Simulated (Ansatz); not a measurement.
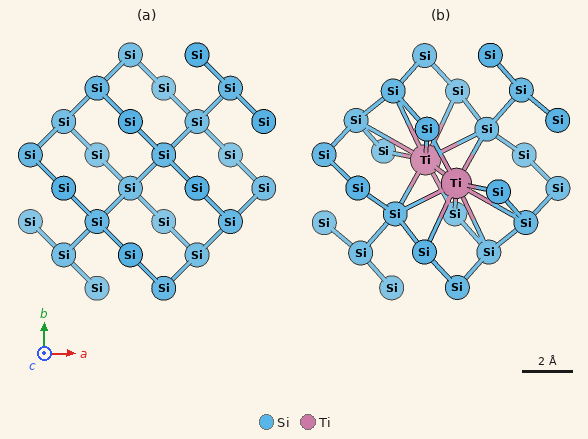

Left: perfect Si. Right: the same region with a pair of point defects, after relaxing the atoms in a supercell of 64 sites. The picture is a ball-and-stick view of the atoms within 6.0 Å of one point, in a slice 5.0 Å thick across the line of sight, seen along the c axis.

Theory: DFT, PBEsol, PAW, plane waves (Ansatz 0.2.0). Set-up: plane-wave cutoff 420 eV; k-point mesh 1 × 1 × 1; mesh shifted by (0.25, 0.25, 0.25); collinear spin. Fermi-Dirac smearing of 0.01 eV. The axes drawn are those of the host's conventional cell.

### What kind of defect was made?

Two silicon atoms are replaced by titanium, the two sites 2.4 Å apart.

The charge state of the cell is 0.

### How does the lattice respond?

One site: in the host the Si atom has 4 Si at 2.35 Å; the Ti atom ends with 1 Ti at 2.02 Å. The other site: in the host the Si atom has 4 Si at 2.35 Å; the Ti atom ends with 1 Ti at 2.02 Å. Of the host's atoms, a silicon atom moves furthest from its site, by 0.45 Å. The Ti atom itself moves 1.16 Å from where it was put. The Ti atom itself moves 1.16 Å from where it was put. The cell ends without a net magnetic moment.
